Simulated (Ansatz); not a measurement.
## Ru: geometry relaxation

- system: Ru (P6₃/mmc, 2 atoms in the cell)
- method: DFT, PBE, all-electron LAPW, scalar-relativistic, no spin polarisation (Ansatz 0.2.0)

It belongs to a series of runs on one base structure; here: hcp relaxed, LAPW. Figures and captions count atoms from 1; the log counts them from 0 in places.

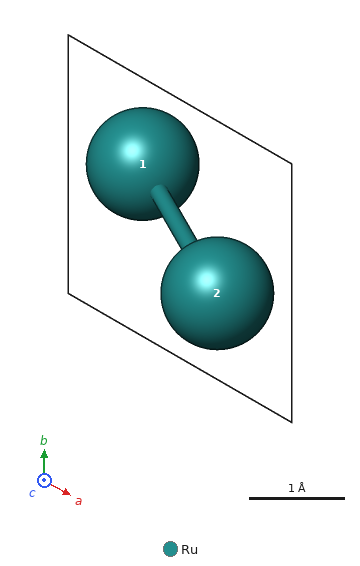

*The structure as given in the input (ball-and-stick view of the cell of the calculation, along the c axis; atoms are numbered from 1 in the order of the input).*

Key numbers:

| quantity | value |
| --- | --- |
| outcome | converged |
| space group (tolerance 0.01 Å) | P6₃/mmc (194) |
| electrons in bands (core shells apart) | 64 |
| free energy | −246590.3719 eV |
| Fermi energy | 25.351 eV |
| pressure | 0.00 GPa |
| final volume | 27.53 Å³ |
| largest force (length of the vector) at the end | under 0.001 eV/Å |
| final cell | a = 2.721 Å, b = 2.721 Å, c = 4.295 Å, α = 90.00°, β = 90.00°, γ = 120.00° |
| hardware | 1 thread of Arm Neoverse V2, 24 GiB of memory available, shared host |
| wall time | 2.7 min |
| peak memory | 0.76 GiB |

The input:
```yaml
crystal:
  lattice:
    - [2.7210772114, 0.0, 0.0]
    - [-1.3605386057, 2.3565219908, 0.0]
    - [0.0, 0.0, 4.2948850397]
  atoms:
    - { symbol: Ru, position: [0.3333333333, 0.6666666667, 0.25] }
    - { symbol: Ru, position: [0.6666666667, 0.3333333333, 0.75] }
kpoints:
  mp_grid: { grid: [17, 17, 10] }
scf:
  occupations: { method: fermi_dirac, width: 0.05 }
hamiltonian:
  xc: pbe
  pseudopotentials: { kind: all_electron, lapw: { basis_error: 0.0005 } }
output:
  forces: true
  stress: true
  eigenvalues: true
  populations: true
relax:
  f_tol: 0.005
  max_steps: 25
  cell: {}
```

Command:
```bash
ansatz run input.yaml --threads 1 --pin off --max-ram 3072MiB --backend cpu --events-out ev --progress --plain --runs-dir out
```

What the program printed:
```
The last accepted step is kept in [file] (removed where the run ends without a failure and the disk answers)
Ru: projections on atomic orbitals take those of the free atom 1s2 2s2 2p6 3s2 3p6 3d10 4s2 4p6 4d7 5s1, of charge +0.00 (hamiltonian.pseudopotentials.projection_atoms)
LAPW: plane waves up to 9.148 Å⁻¹, error target 5.0e-4 eV per atom; small_component_spin mean_spin; Ru in spheres of 1.290 Å, 32 of its electrons in bands, Dirac shells [] (how accurate: hamiltonian.pseudopotentials.lapw.basis_error, Limitations)
Engine: ansatz 0.2.0, aarch64-unknown-linux-gnu
Pseudopotentials: kind: all_electron
Pseudopotential: Ru, LAPW, valence charge 32, lapw/all_electron/scalar/gaussian/Ru, Koelling and Harmon's equation, gaussian nucleus
Functional definition: PBE
  parameter kappa = 0.804
  parameter beta = 0.06672455060314922
  exchange = pbe_x(kappa = kappa, mu = beta*pi^2/3)
  correlation = pbe_c(beta = beta)
Crystal: 2 atoms, lattice volume = 27.540 Å³
Basis set: ecut = 318.8125551256774 eV, 337 PW (Γ), exchange–correlation at level 2
Bands: 39, of which v1, the nominal top of the filled ones, is band 32 counted from 1 (31 counted from 0)
Symmetry: 24 space group operations
Space group: P63/mmc (ITA 194), of the structure as read, at distance tolerance 3.0e-5 Å
k-points: 198 of 2890
Non-local potential: Ru, projectors of the file, none
Initial density: superposition of atomic densities (chi_scale 0.1, normalization cell)
Initial wavefunctions: plane waves of lowest kinetic energy (no species holds an atomic orbital)
Functional: x = pbe(κ = 0.804, μ = 0.2195149727645171), c = pbe(β = 0.06672455060314922)
iter 1 solved again at ethr=7.69e-4 eV; its pass at ethr=1.00e-1 eV (dr2=4.92e-1 eV) is discarded
SCF iter   1: F=—  HF=-246591.598348 eV  |F-HF|=—  |Δ(HF+E_count)|=         —  Δρ=5.75e-2  dr2=4.93e-1  ethr=7.69e-4  ⟨swp⟩=2.4  Hψ=47096  notcnv=0
preconditioner: auto → Kerker (q_TF=auto, 3.140 Å⁻¹)  [metal: Δε(μ)=0.004 eV  Ē_g=10.304 eV  σ=0.050 eV  W_gap=0.02  n_scr=22 (ndim 8)  ℏωp=28.3 eV  f_vac=0.000  D(μ)=1.81/eV (n_scr^D=22)]
iter 2 solved again at ethr=7.01e-5 eV; its pass at ethr=7.69e-4 eV (dr2=4.49e-2 eV) is discarded
SCF iter   2: F=—  HF=-246590.408619 eV  |F-HF|=—  |Δ(HF+E_count)|=    1.19e0  Δρ=1.49e-2  dr2=4.49e-2  ethr=7.01e-5  ⟨swp⟩=2.0  Hψ=39745  notcnv=0
SCF iter   3: F=—  HF=-246590.375875 eV  |F-HF|=—  |Δ(HF+E_count)|=   3.27e-2  Δρ=1.35e-2  dr2=3.82e-2  ethr=7.01e-5  ⟨swp⟩=2.0  Hψ=22453  notcnv=0
SCF iter   4: F=—  HF=-246590.372412 eV  |F-HF|=—  |Δ(HF+E_count)|=   3.46e-3  Δρ=6.50e-3  dr2=1.03e-2  ethr=5.98e-5  ⟨swp⟩=2.0  Hψ=19902  notcnv=0
SCF iter   5: F=—  HF=-246590.371876 eV  |F-HF|=—  |Δ(HF+E_count)|=   5.35e-4  Δρ=1.65e-3  dr2=7.65e-4  ethr=1.62e-5  ⟨swp⟩=2.0  Hψ=22399  notcnv=0
SCF iter   6: F=—  HF=-246590.371895 eV  |F-HF|=—  |Δ(HF+E_count)|=   1.85e-5  Δρ=3.02e-4  dr2=2.33e-5  ethr=1.19e-6  ⟨swp⟩=2.0  Hψ=22470  notcnv=0
SCF iter   7: F=—  HF=-246590.371891 eV  |F-HF|=—  |Δ(HF+E_count)|=   4.18e-6  Δρ=4.20e-5  dr2=5.01e-7  ethr=3.64e-8  ⟨swp⟩=2.0  Hψ=22470  notcnv=0
SCF iter   8: F=-246590.371891 eV  HF=-246590.371891 eV  |F-HF|=2.49e-8  |Δ(HF+E_count)|=   2.19e-7  Δρ=1.28e-5  dr2=4.80e-8  ethr=7.82e-10  ⟨swp⟩=2.0  Hψ=22470  notcnv=0
SCF 1 converged in 8 iterations: F = -246590.371891 eV  dr2 = 4.80e-8
relax step   1: F+E_penalty+E_count = -246590.37189057 eV  Δ(F+E_penalty+E_count) = +0.000e0 eV  max|allowed force component| = 3.701e-17 eV/Å  Δτ_max = 0.0000 Å  P = -0.062 GPa  Ω = 27.540 Å³  (8 SCF iters, accepted)
Crystal: 2 atoms, lattice volume = 27.528 Å³
Basis set: ecut = 318.9023611810722 eV, 337 PW (Γ), exchange–correlation at level 2
Initial density: handed on by an earlier stage of this run
Initial wavefunctions: those handed on with the density
iter 1 solved again at ethr=1.09e-10 eV; its pass at ethr=1.00e-1 eV (dr2=6.95e-8 eV) is discarded
SCF iter   1: F=—  HF=-246590.371891 eV  |F-HF|=—  |Δ(HF+E_count)|=         —  Δρ=1.31e-5  dr2=5.21e-8  ethr=1.09e-10  ⟨swp⟩=5.0  Hψ=41241  notcnv=0
preconditioner: auto → Kerker (q_TF=auto, 3.140 Å⁻¹)  [metal: Δε(μ)=0.003 eV  Ē_g=10.258 eV  σ=0.050 eV  W_gap=0.01  n_scr=22 (ndim 8)  ℏωp=28.3 eV  f_vac=0.000  D(μ)=2.23/eV (n_scr^D=22)]
SCF iter   2: F=-246590.371890 eV  HF=-246590.371890 eV  |F-HF|=2.77e-8  |Δ(HF+E_count)|=   1.57e-7  Δρ=1.17e-5  dr2=3.99e-8  ethr=8.15e-11  ⟨swp⟩=2.0  Hψ=22470  notcnv=0
SCF 2 converged in 2 iterations: F = -246590.371890 eV  dr2 = 3.99e-8
relax step   2: F+E_penalty+E_count = -246590.37189032 eV  Δ(F+E_penalty+E_count) = +2.549e-7 eV  max|allowed force component| = 4.395e-17 eV/Å  Δτ_max = 0.0000 Å  P = +0.070 GPa  Ω = 27.528 Å³  (2 SCF iters, rejected (line search))
Crystal: 2 atoms, lattice volume = 27.535 Å³
Basis set: ecut = 318.85464623669947 eV, 337 PW (Γ), exchange–correlation at level 2
iter 1 solved again at ethr=4.96e-11 eV; its pass at ethr=1.00e-1 eV (dr2=3.17e-8 eV) is discarded
SCF iter   1: F=—  HF=-246590.371892 eV  |F-HF|=—  |Δ(HF+E_count)|=         —  Δρ=1.25e-5  dr2=4.17e-8  ethr=4.96e-11  ⟨swp⟩=5.0  Hψ=41088  notcnv=0
preconditioner: auto → Kerker (q_TF=auto, 3.140 Å⁻¹)  [metal: Δε(μ)=0.003 eV  Ē_g=10.256 eV  σ=0.050 eV  W_gap=0.01  n_scr=22 (ndim 8)  ℏωp=28.3 eV  f_vac=0.000  D(μ)=2.23/eV (n_scr^D=22)]
SCF iter   2: F=-246590.371892 eV  HF=-246590.371892 eV  |F-HF|=7.16e-9  |Δ(HF+E_count)|=   1.10e-7  Δρ=6.26e-6  dr2=1.30e-8  ethr=4.96e-11  ⟨swp⟩=2.0  Hψ=22470  notcnv=0
SCF 3 converged in 2 iterations: F = -246590.371892 eV  dr2 = 1.30e-8
relax step   3: F+E_penalty+E_count = -246590.37189166 eV  Δ(F+E_penalty+E_count) = -1.083e-6 eV  max|allowed force component| = 3.701e-17 eV/Å  Δτ_max = 0.0000 Å  P = -0.001 GPa  Ω = 27.535 Å³  (2 SCF iters, accepted)
iter 1 solved again at ethr=2.20e-11 eV; its pass at ethr=1.00e-1 eV (dr2=1.41e-8 eV) is discarded
SCF iter   1: F=—  HF=-246590.371892 eV  |F-HF|=—  |Δ(HF+E_count)|=         —  Δρ=6.21e-6  dr2=1.26e-8  ethr=2.20e-11  ⟨swp⟩=7.4  Hψ=51696  notcnv=0  reapply=5
SCF iter   2: F=-246590.371892 eV  HF=-246590.371892 eV  |F-HF|=2.79e-9  |Δ(HF+E_count)|=   6.38e-8  Δρ=4.83e-6  dr2=7.62e-9  ethr=1.96e-11  ⟨swp⟩=2.0  Hψ=22470  notcnv=0
SCF 4 converged in 2 iterations: F = -246590.371892 eV  dr2 = 7.62e-9
relax step   4: F+E_penalty+E_count = -246590.37189166 eV  Δ(F+E_penalty+E_count) = -2.678e-9 eV  max|allowed force component| = 3.701e-17 eV/Å  Δτ_max = 0.0000 Å  P = -0.001 GPa  Ω = 27.535 Å³  stress off target by 1.52e-3 GPa  SCF on the basis re-selected at this cell (its energy is not comparable with the rows above)  (2 SCF iters)
```

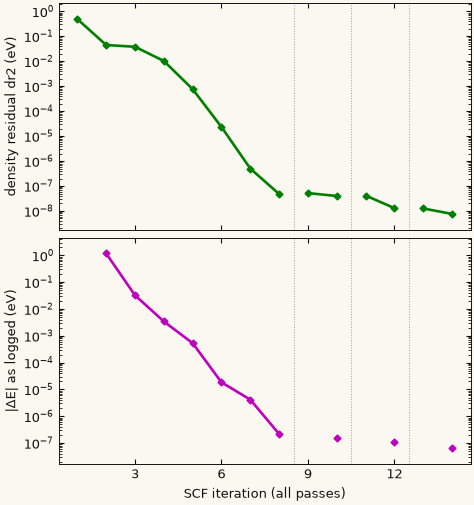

*Convergence of the self-consistent field: density residual dr2 and size of the energy change against the SCF iteration. The dotted lines part the SCF passes of the relaxation: geometry steps, rejected trials and re-solves on a re-selected basis.*

The passes take 8, 2, 2 and 2 iterations.

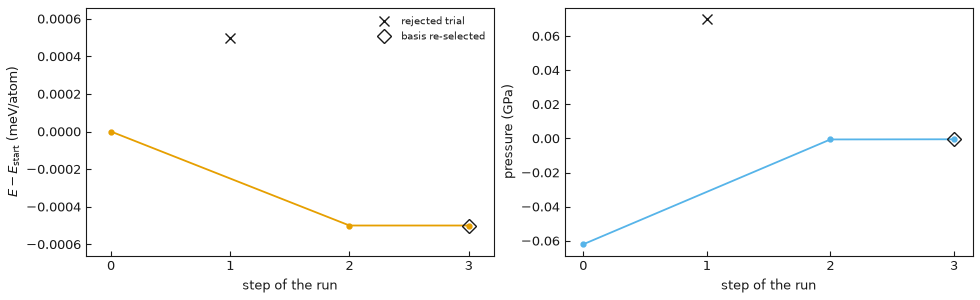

*Progress of the relaxation, step by step (the first geometry is step 0 here and step 1 in the log).*

The energy falls by next to nothing (0.0 meV per atom) in 2 geometry steps. All forces vanish by symmetry, so only the cell relaxes. Pressure: −0.06 GPa at the start and 0.00 GPa at the end. The line search rejected the trial step at point 1 (counted from 0) and went back. The atoms keep their places (all moves are under 0.005 Å). The cell doesn't change. The space group stays P6_3/mmc (No. 194). A last SCF at the same geometry on a re-selected plane-wave basis shifts the energy by next to nothing (0.0 meV per atom). (Atoms are counted from 1 in the order of the input.)

```
basis re-selected at this cell: Δ(F+E_penalty+E_count) = -2.678e-9 eV, ΔP = +0.000 GPa vs the last step (what re-selecting the basis moved, after the strain that the cell walked since its last selection, with what the two solves' SCF thresholds leave and, on support functions, any second-order correction that the steps lacked; it is no measure of the basis error at this ecutwfc). This SCF's stress stands 1.52e-3 GPa from its target on what of the cell is left free (relax.cell.stress_tol is 5.00e-2 GPa) and its largest allowed force component is 3.70e-17 eV/Å (relax.f_tol is 5.00e-3 eV/Å): within both
SCF converged after 2 iterations
Free energy (F): -246590.371892 eV
Harris-Foulkes:  -246590.371892 eV  (|F-HF|=2.79e-9)
Internal energy: -246590.354478 eV  (E = F + TS)
E sigma→0 (E₀):  -246590.363185 eV
Entropy (-TS):   -0.017413 eV (-8.707 meV/atom)
Fermi energy:    25.350983 eV
--- Per-component energies (eV) ---
  E_band       = -9956.724740
  E_kinetic    = 256423.551294
  E_xc         = -7282.667449
  E_electrostatic = -495731.238323  (all electrons and nuclei)
  E_smearing   = -0.017413  (= −TS)
  E_closure    = 0.000000  (closes the sum)
  E_atoms      = -246571.887780  (free atoms, spherical and without spin; not in F)
  Σ components = -246590.371892   (vs F -246590.371892, Δ=0.00e0)
  Basis errors (estimates in eV, not in F): energy 1.1e-4 per atom: plane waves 1.1e-4 (5.7e-5 summed), levels above the bands 4.1e-102, relativity 4.6e-8, radial functions 7.0e-6, core shells 1.1e-7; eigenvalues (radial functions only) 1.7e-7; not estimated: angular momenta, meshes, grids; target (lapw.basis_error) 5.0e-4; muffin-tin radii Ru 1.290 Å
--- Forces (eV/Å), atoms counted from 1 ---
  atom   1  Ru     0.00000000     0.00000000     0.00000000
  atom   2  Ru     0.00000000    -0.00000000     0.00000000
  max |Σ_I F_I| component: 9.25e-18 eV/Å
--- Stress (GPa, compression-positive) ---
       -0.000006       0.000000       0.000000
        0.000000      -0.000006       0.000000
        0.000000       0.000000      -0.001517
  P = ⅓ Tr σ = -0.0005 GPa (-0.005 kbar)
--- Band table (eV; the first three rows and the last of 198) ---
  k-point 0: bands = ["-418.4027", "-418.4027", "-418.3910", "-418.3910", "-418.3910", "-418.3910", "-244.4639", "-244.4639", "-244.4553", "-244.4553", "-244.4553", "-244.4553", "-244.4501", "-244.4501", "-244.4501", "-244.4501", "-47.7750", "-47.5801", "-18.2378", "-17.3489", "-17.3489", "-17.1834", "-17.1834", "-17.1361", "17.4298", "19.2360", "22.7856", "22.7856", "22.9859", "23.4573", "23.4573", "23.9521", "23.9521", "26.4921", "26.4921", "26.6358", "35.5063", "40.1189", "42.6165"]
  k-point 1: bands = ["-418.4027", "-418.4027", "-418.3910", "-418.3910", "-418.3910", "-418.3910", "-244.4639", "-244.4639", "-244.4553", "-244.4553", "-244.4553", "-244.4553", "-244.4501", "-244.4501", "-244.4501", "-244.4501", "-47.7703", "-47.5849", "-18.2120", "-17.3449", "-17.3449", "-17.1875", "-17.1875", "-17.1644", "17.5410", "19.2727", "22.7159", "22.7159", "22.9303", "23.3910", "23.3910", "24.1088", "24.1088", "26.2574", "26.4993", "26.4993", "36.0011", "39.8854", "42.8917"]
  k-point 2: bands = ["-418.4027", "-418.4027", "-418.3910", "-418.3910", "-418.3910", "-418.3910", "-244.4639", "-244.4639", "-244.4553", "-244.4553", "-244.4553", "-244.4553", "-244.4501", "-244.4501", "-244.4501", "-244.4501", "-47.7566", "-47.5990", "-18.1369", "-17.3332", "-17.3332", "-17.2460", "-17.1993", "-17.1993", "17.8622", "19.3707", "22.5943", "22.5943", "22.7818", "23.2183", "23.2183", "24.4828", "24.4828", "25.3406", "26.4914", "26.4914", "37.2621", "39.5236", "42.1699"]
  k-point 197: bands = ["-418.4027", "-418.4027", "-418.3910", "-418.3910", "-418.3910", "-418.3910", "-244.4639", "-244.4639", "-244.4553", "-244.4553", "-244.4553", "-244.4553", "-244.4501", "-244.4501", "-244.4501", "-244.4501", "-47.5674", "-47.5674", "-18.0147", "-18.0147", "-17.7434", "-17.7434", "-17.3277", "-17.3277", "20.6383", "20.6383", "21.3663", "21.3663", "22.6538", "22.6538", "24.2053", "24.2053", "26.5542", "26.5542", "33.3085", "33.3085", "36.0005", "36.0005", "36.8401"]
--- Relaxed structure (3 steps of the walk, 2 accepted, 1 SCFs on fresh bases) ---
  F+E_penalty+E_count = -246590.37189166 eV   max|allowed force component| = 3.701e-17 eV/Å   (the final SCF, on the basis selected at the relaxed cell)
  cell:  # Å, volume = 27.5345 Å³
    - [2.720893698463437, 0.0, 0.0]
    - [-1.3604468492317185, 2.356363063866332, 0.0]
    - [0.0, 0.0, 4.294613883231109]
  atoms:
    - { symbol: Ru, position: [0.3333333333333333, 0.6666666666666666, 0.25] }
    - { symbol: Ru, position: [0.6666666666666666, 0.3333333333333333, 0.75] }
--- Löwdin populations: 2 sites ---
  site symbol       q [e]
     0     Ru     43.9122
     1     Ru     43.9122
  spilling = 0.001996 (of n_electrons = 88.000000)
```

File populations.tsv:
```
# site	symbol	l	j	q
# orbitals = lowdin
# n_electrons = 88.000000
# spilling = 0.001996
# projection_atom_Ru: 1s2 2s2 2p6 3s2 3p6 3d10 4s2 4p6 4d7 5s1
0	Ru	0_1S	-	1.999997
0	Ru	0_2S	-	1.999854
0	Ru	0_3S	-	1.997569
0	Ru	0_4S	-	1.959306
0	Ru	0_5S	-	0.797832
0	Ru	1_2P	-	6.000000
0	Ru	1_3P	-	5.999961
0	Ru	1_4P	-	5.994480
0	Ru	2_3D	-	9.999986
0	Ru	2_4D	-	7.163195
1	Ru	0_1S	-	1.999997
1	Ru	0_2S	-	1.999854
1	Ru	0_3S	-	1.997569
1	Ru	0_4S	-	1.959306
1	Ru	0_5S	-	0.797832
1	Ru	1_2P	-	6.000000
1	Ru	1_3P	-	5.999961
1	Ru	1_4P	-	5.994480
1	Ru	2_3D	-	9.999986
1	Ru	2_4D	-	7.163195
```

Trajectory as extended XYZ (Å, eV, eV/Å), 4 frames, from step=1 to step=4:
```
2
Lattice="2.7211 0.0000 0.0000 -1.3605 2.3565 0.0000 0.0000 0.0000 4.2949" Properties=species:S:1:pos:R:3:forces:R:3 step=1 energy=-246590.37189 pressure_GPa=-0.06
Ru    0.0000    1.5710    1.0737    0.0000   0.0000   0.0000
Ru    1.3605    0.7855    3.2212    0.0000   0.0000   0.0000
2
Lattice="2.7207 0.0000 0.0000 -1.3603 2.3562 0.0000 0.0000 0.0000 4.2943" Properties=species:S:1:pos:R:3:forces:R:3 step=2 energy=-246590.37189 pressure_GPa=0.07 accepted=F
Ru    0.0000    1.5708    1.0736    0.0000   0.0000   0.0000
Ru    1.3603    0.7854    3.2208    0.0000   0.0000   0.0000
2
Lattice="2.7209 0.0000 0.0000 -1.3604 2.3564 0.0000 0.0000 0.0000 4.2946" Properties=species:S:1:pos:R:3:forces:R:3 step=3 energy=-246590.37189 pressure_GPa=-0.00
Ru    0.0000    1.5709    1.0737    0.0000   0.0000   0.0000
Ru    1.3604    0.7855    3.2210    0.0000   0.0000   0.0000
2
Lattice="2.7209 0.0000 0.0000 -1.3604 2.3564 0.0000 0.0000 0.0000 4.2946" Properties=species:S:1:pos:R:3:forces:R:3 step=4 energy=-246590.37189 pressure_GPa=-0.00
Ru    0.0000    1.5709    1.0737    0.0000   0.0000   0.0000
Ru    1.3604    0.7855    3.2210    0.0000   0.0000   0.0000
```
